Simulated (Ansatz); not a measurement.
# A series of single points on Ti$_{3}$Al

System: Ti$_{3}$Al (Fm-3m, 4 atoms in the cell).
Method: Kohn-Sham DFT of a periodic cell, PBEsol, all-electron LAPW, scalar-relativistic, no spin polarisation (Ansatz 0.2.0).

The 7 runs differ only in the geometry, by an even scaling of the cell at fixed fractional positions. The structure derives from a Materials Project entry.

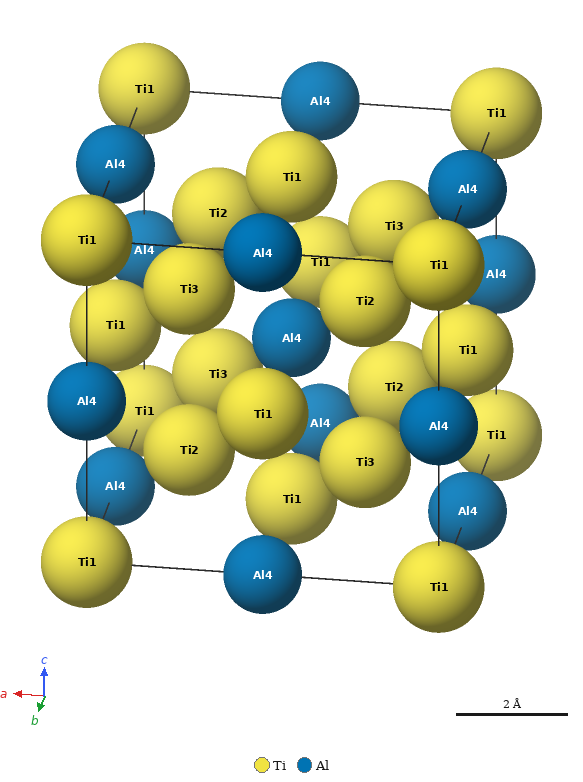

Figure 1. The structure of run 4 (spheres-only view of the cell 4 times as large as that of the calculation, set on its symmetry axes, seen at an oblique angle; atoms are numbered from 1 in the order of the input).

## Input of run 4
```yaml
crystal:
  lattice:
    - [0.0, 3.231781, 3.231781]
    - [3.231781, 0.0, 3.231781]
    - [3.231781, 3.231781, 0.0]
  atoms:
    - { symbol: Ti, position: [0.0, 0.0, 0.0] }
    - { symbol: Ti, position: [0.25, 0.25, 0.25] }
    - { symbol: Ti, position: [0.75, 0.75, 0.75] }
    - { symbol: Al, position: [0.5, 0.5, 0.5] }
kpoints:
  mp_grid: { grid: [7, 7, 7] }
scf:
  occupations: { method: fermi_dirac, width: 0.05 }
hamiltonian:
  xc: pbesol
  pseudopotentials: { kind: all_electron, lapw: { basis_error: 0.001 } }
output:
  forces: true
  stress: true
  eigenvalues: true
```

Command:
```bash
ansatz run input.yaml --threads 2 --pin off --max-ram 8192MiB --backend cpu --events-out ev --progress --plain --runs-dir out
```

Lattice vectors (Å) and fractional positions of run 4:
```
   0.000000    3.231781    3.231781
   3.231781    0.000000    3.231781
   3.231781    3.231781    0.000000
Ti  0.000000  0.000000  0.000000
Ti  0.250000  0.250000  0.250000
Ti  0.750000  0.750000  0.750000
Al  0.500000  0.500000  0.500000
```

Run 3 differs from it as follows:
```diff
-    - [0.0, 3.231781, 3.231781]
-    - [3.231781, 0.0, 3.231781]
-    - [3.231781, 3.231781, 0.0]
+    - [0.0, 3.2100905411, 3.2100905411]
+    - [3.2100905411, 0.0, 3.2100905411]
+    - [3.2100905411, 3.2100905411, 0.0]
```

## Results, with one run withheld

```csv
run,volume per atom (Å³),"free energy per atom, from the lowest run given (meV)",pressure (GPa)
1,15.864,1.99,2.25
2,16.202,0.00,−0.34
3,16.539,?,?
4,16.877,11.18,−4.82
5,17.215,23.39,−6.75
6,17.552,39.47,−8.49
7,17.890,59.06,−10.07
```

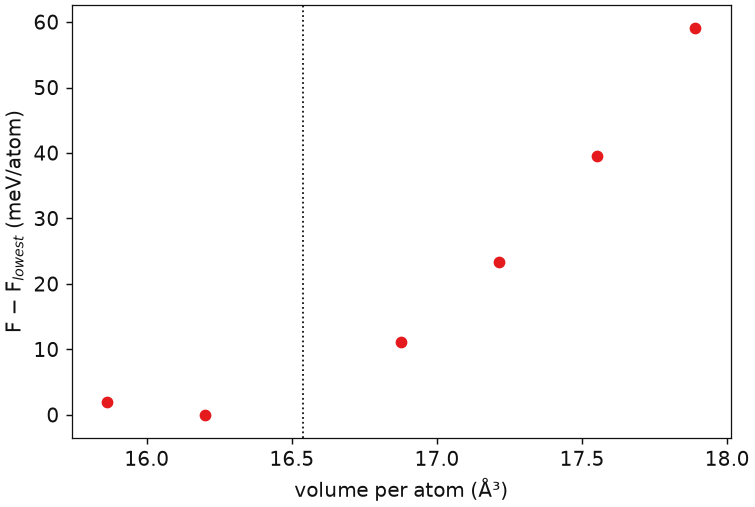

Figure 2. Free energy per atom of the runs given; the dotted line marks run 3.

What should run 3 give?

A cubic polynomial in V^(−2/3) (the Birch–Murnaghan form), fitted to the 6 runs given, misses them by at most 0.01 meV per atom. With x = V^(−2/3) − 0.15180 Å⁻², it reads F = 12.123 − 5216.6 x + 5.6068e+05 x² − 3.5761e+05 x³ (meV per atom). At run 3 it gives 3.22 meV per atom, and the run itself gives 3.23. The slope of the fit gives a pressure −dF/dV of −2.69 GPa there, and the run prints −2.69 GPa. The fit has its minimum at 16.156 Å³ per atom, where V d²F/dV² gives 120 GPa: the bulk modulus at this level, since symmetry fixes the shape and the positions.

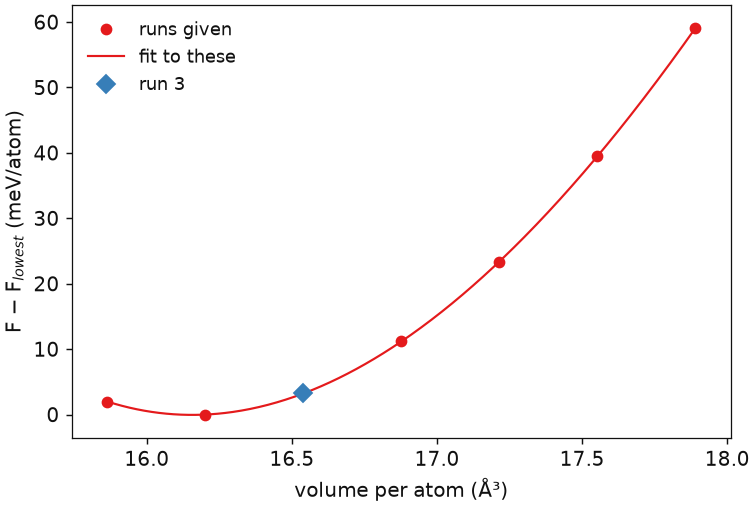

Figure 3. The fit and the withheld run.

## Output, shortened to warnings, some set-up lines, iterations and results (run 3)
```
Basis set: ecut = 237.88238058136895 eV, 537 PW (Γ), exchange–correlation at level 2
Symmetry: 48 space group operations
k-points: 20 of 343
Initial density: superposition of atomic densities (chi_scale 0.1, normalization cell, long waves kept (reshape's long-wave potential 0.00 eV rms))
[...]
SCF iter   1: F=—  HF=-76218.388974 eV  |F-HF|=—  |Δ(HF+E_count)|=         —  Δρ=2.28e-2  dr2=3.46e-1  ethr=7.33e-4  ⟨swp⟩=2.4  Hψ=4004  notcnv=0
SCF iter   2: F=—  HF=-76218.154004 eV  |F-HF|=—  |Δ(HF+E_count)|=   2.35e-1  Δρ=2.44e-2  dr2=7.82e-1  ethr=7.33e-4  ⟨swp⟩=3.0  Hψ=2143  notcnv=0
SCF iter   3: F=—  HF=-76218.052911 eV  |F-HF|=—  |Δ(HF+E_count)|=   1.01e-1  Δρ=2.40e-2  dr2=8.76e-1  ethr=7.33e-4  ⟨swp⟩=3.0  Hψ=2091  notcnv=0
SCF iter   4: F=—  HF=-76217.921190 eV  |F-HF|=—  |Δ(HF+E_count)|=   1.32e-1  Δρ=1.07e-2  dr2=1.46e-1  ethr=7.33e-4  ⟨swp⟩=2.0  Hψ=1889  notcnv=0
SCF iter   5: F=—  HF=-76217.890719 eV  |F-HF|=—  |Δ(HF+E_count)|=   3.05e-2  Δρ=3.59e-3  dr2=1.51e-2  ethr=3.10e-4  ⟨swp⟩=2.0  Hψ=1912  notcnv=0
SCF iter   6: F=—  HF=-76217.888966 eV  |F-HF|=—  |Δ(HF+E_count)|=         —  Δρ=9.56e-4  dr2=6.67e-4  ethr=1.42e-6  ⟨swp⟩=2.0  Hψ=3041  notcnv=0
SCF iter   7: F=—  HF=-76217.888822 eV  |F-HF|=—  |Δ(HF+E_count)|=   1.44e-4  Δρ=2.05e-4  dr2=3.22e-5  ethr=1.42e-6  ⟨swp⟩=2.0  Hψ=1839  notcnv=0
SCF iter   8: F=—  HF=-76217.888815 eV  |F-HF|=—  |Δ(HF+E_count)|=   7.35e-6  Δρ=8.87e-5  dr2=1.07e-5  ethr=6.85e-8  ⟨swp⟩=3.0  Hψ=1906  notcnv=0
SCF iter   9: F=—  HF=-76217.888813 eV  |F-HF|=—  |Δ(HF+E_count)|=   2.08e-6  Δρ=3.87e-5  dr2=2.24e-6  ethr=2.27e-8  ⟨swp⟩=2.0  Hψ=1839  notcnv=0
SCF iter  10: F=-76217.888813 eV  HF=-76217.888813 eV  |F-HF|=1.10e-8  |Δ(HF+E_count)|=   4.78e-7  Δρ=4.39e-6  dr2=1.49e-8  ethr=4.76e-9  ⟨swp⟩=2.1  Hψ=1845  notcnv=0
SCF 1 converged in 10 iterations: F = -76217.888813 eV  dr2 = 1.49e-8
SCF converged after 10 iterations
Free energy (F): -76217.888813 eV
Harris-Foulkes:  -76217.888813 eV  (|F-HF|=1.10e-8)
Internal energy: -76217.823738 eV  (E = F + TS)
E sigma→0 (E₀):  -76217.856276 eV
Entropy (-TS):   -0.065074 eV (-16.269 meV/atom)
Fermi energy:    12.924690 eV
--- Per-component energies (eV) ---
  E_band       = -929.705104
  E_kinetic    = 76889.200299
  E_xc         = -3859.986740
  E_electrostatic = -149247.037298  (all electrons and nuclei)
  E_smearing   = -0.065074  (= −TS)
  E_closure    = 0.000000  (closes the sum)
  E_atoms      = -76191.553835  (free atoms, spherical and without spin; not in F)
  Σ components = -76217.888813   (vs F -76217.888813, Δ=0.00e0)
  Basis errors (estimates in eV, not in F): energy 1.3e-4 per atom: plane waves 8.7e-5 (4.5e-5 summed), levels above the bands 2.0e-22, relativity 4.2e-9, radial functions 3.9e-5, core shells 8.2e-8; eigenvalues (radial functions only) 1.3e-6; not estimated: angular momenta, meshes, grids; target …
--- Forces (eV/Å), atoms counted from 1 ---
  atom   1  Ti     0.00000000    -0.00000000    -0.00000000
  atom   2  Ti    -0.00000000     0.00000000    -0.00000000
  atom   3  Ti    -0.00000000    -0.00000000    -0.00000000
  atom   4  Al     0.00000000    -0.00000000    -0.00000000
  max |Σ_I F_I| component: 5.55e-17 eV/Å
--- Stress (GPa, compression-positive) ---
       -2.688456       0.000000       0.000000
        0.000000      -2.688456       0.000000
        0.000000       0.000000      -2.688456
  P = ⅓ Tr σ = -2.6885 GPa (-26.885 kbar)
```
